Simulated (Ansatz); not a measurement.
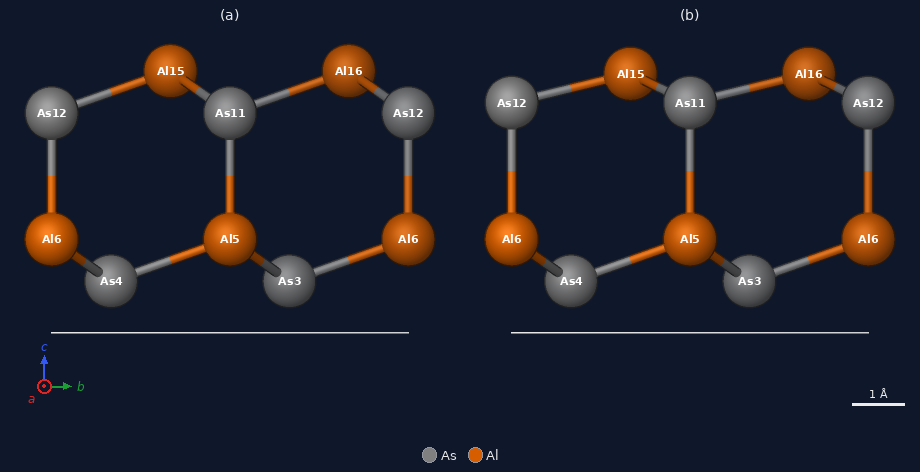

The structure of a slab of composition AlAs (cut from the F-43m phase) before (left) and after (right) a constrained relaxation, at one scale.

A ball-and-stick model of the cell of the calculation, outlined in the plane, without the vacuum (origin shifted), seen along the a axis.

Case: clean slab, lower planes held. The slab is the (1 1 1) face of AlAs. 8 atoms are held fixed.

Method: Ansatz 0.2.0, DFT PBE+D3(BJ), scalar-relativistic, plane waves, PAW.

The input:
```yaml
crystal:
  lattice:
    - [8.0103882425, 0.0, 0.0]
    - [-4.0051941213, 6.9371997122, 0.0]
    - [0.0, 0.0, 20.0877841325]
  atoms:
    - { symbol: As, position: [0.5, 0.0, 0.3982519897] }
    - { symbol: As, position: [0.5, 0.5, 0.3982519897] }
    - { symbol: As, position: [0.0, 0.0, 0.3982519897] }
    - { symbol: As, position: [0.0, 0.5, 0.3982519897] }
    - { symbol: Al, position: [0.1666666667, 0.8333333333, 0.4389511938] }
    - { symbol: Al, position: [0.1666666667, 0.3333333333, 0.4389511938] }
    - { symbol: Al, position: [0.6666666667, 0.8333333333, 0.4389511938] }
    - { symbol: Al, position: [0.6666666667, 0.3333333333, 0.4389511938] }
    - { symbol: As, position: [0.6666666667, 0.8333333333, 0.5610488062] }
    - { symbol: As, position: [0.6666666667, 0.3333333333, 0.5610488062] }
    - { symbol: As, position: [0.1666666667, 0.8333333333, 0.5610488062] }
    - { symbol: As, position: [0.1666666667, 0.3333333333, 0.5610488062] }
    - { symbol: Al, position: [0.3333333333, 0.6666666667, 0.6017480103] }
    - { symbol: Al, position: [0.3333333333, 0.1666666667, 0.6017480103] }
    - { symbol: Al, position: [0.8333333333, 0.6666666667, 0.6017480103] }
    - { symbol: Al, position: [0.8333333333, 0.1666666667, 0.6017480103] }
basis:
  ecutwfc: 420
kpoints:
  mp_grid: { grid: [2, 2, 1] }
hamiltonian:
  xc: pbe
  dispersion: d3bj
scf:
  occupations: { method: gaussian, width: 0.05 }
output:
  forces: true
  eigenvalues: true
  write_density: true
  write_potential: true
  elf: true
  volumetric_format: npy
relax:
  adjacent_minimum: "off"
  f_tol: 0.03
  max_steps: 70
  constraints: [{ sites: [0, 1, 2, 3, 4, 5, 6, 7] }]
efield:
  axis: 3
  dipole_correction: true
  ramp_width: 0.04
```

Command:
```bash
ansatz run input.yaml --threads 4 --pin off --max-ram 12288MiB --backend cpu --events-out ev --progress --plain --runs-dir out
```

Describe what moved and what it gained.

After 3 geometry steps the energy has fallen by 0.550 eV per cell of the calculation. Largest force component: 1.4 eV/Å at the start, 0.0067 eV/Å at the end. The largest moves, 0.20 Å, are those of As9, As10, As11 and As12. As9 goes along the normal (+c). Largest moves by element: As 0.20 Å, Al 0.05 Å. The cell doesn't change. Some distances before and after: Al5–As11 2.453 → 2.656 Å, As10–Al14 2.453 → 2.380 Å. Bond angles that change, for instance: Al8–As10–Al14 109.5° → 103.7°, Al14–As10–Al15 109.5° → 114.6°, As9–Al13–As11 109.5° → 114.6°.
